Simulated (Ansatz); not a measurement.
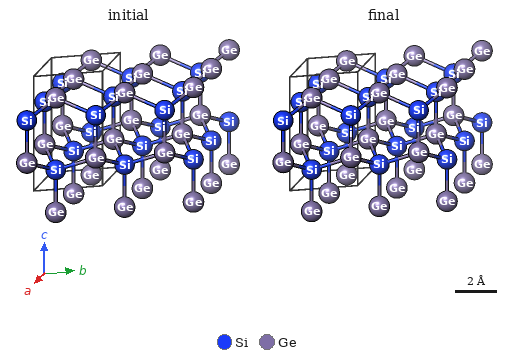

The structure of crystalline SiGe (set up in P6_3mc) before (left) and after (right) a relaxation, at one scale.

Style: ball-and-stick. Shown: the cell of the calculation, repeated 3 × 3 × 1 with one cell outlined, slightly off an axis.

Case: relaxed at 60 GPa.

Method: Ansatz 0.2.0, DFT r2SCAN, scalar-relativistic, plane waves, PAW.

The input:
```yaml
crystal:
  lattice:
    - [3.5237413526, 0.0, 0.0]
    - [-1.7618706763, 3.0516495278, 0.0]
    - [0.0, 0.0, 5.8632583755]
  atoms:
    - { symbol: Si, position: [0.6666666667, 0.3333333333, 0.8733248664] }
    - { symbol: Si, position: [0.3333333333, 0.6666666667, 0.3733248664] }
    - { symbol: Ge, position: [0.6666666667, 0.3333333333, 0.5016741336] }
    - { symbol: Ge, position: [0.3333333333, 0.6666666667, 0.0016741336] }
basis:
  ecutwfc: 500
kpoints:
  mp_grid: { grid: [12, 12, 6] }
hamiltonian:
  xc: r2scan
scf:
  occupations: { method: gaussian, width: 0.01 }
output:
  forces: true
  stress: true
  eigenvalues: true
  write_density: true
  write_potential: true
  elf: true
  volumetric_format: npy
relax:
  adjacent_minimum: "off"
  f_tol: 0.008
  max_steps: 50
  cell: { stress_tol: 0.08, p_target: 60.0 }
```

Launched with:
```bash
ansatz run input.yaml --threads 1 --pin off --max-ram 2560MiB --backend cpu --events-out ev --progress --plain --runs-dir out
```

Describe what moved and what it gained.

Answer. The energy rises by 223 meV per atom in 4 accepted moves (5 points after the start). With the target pressure of 60 GPa, the enthalpy E + pV changes by −25.7 meV per atom. The largest force component goes from 0.089 to 0.00024 eV/Å. The pressure goes from 48.20 to 59.99 GPa. At 1 point the geometry stayed and the basis and grid were re-selected for the new cell (energy shift of 0.1 meV per atom at most each time). The largest moves relative to the cell, 0.009 Å, are those of Si1, Si2, Ge3 and Ge4. Ge3 goes along +c. By element the largest moves are Ge 0.009 Å, Si 0.009 Å. Cell: a = b 3.524 → 3.462 Å (−1.8 %), c 5.863 → 5.820 Å (−0.7 %). Volume −4.2 %. Some distances before and after: Si1–Ge3 2.179 → 2.144 Å, Si1–Ge4 2.169 → 2.140 Å. The space group stays P6_3mc (No. 186).
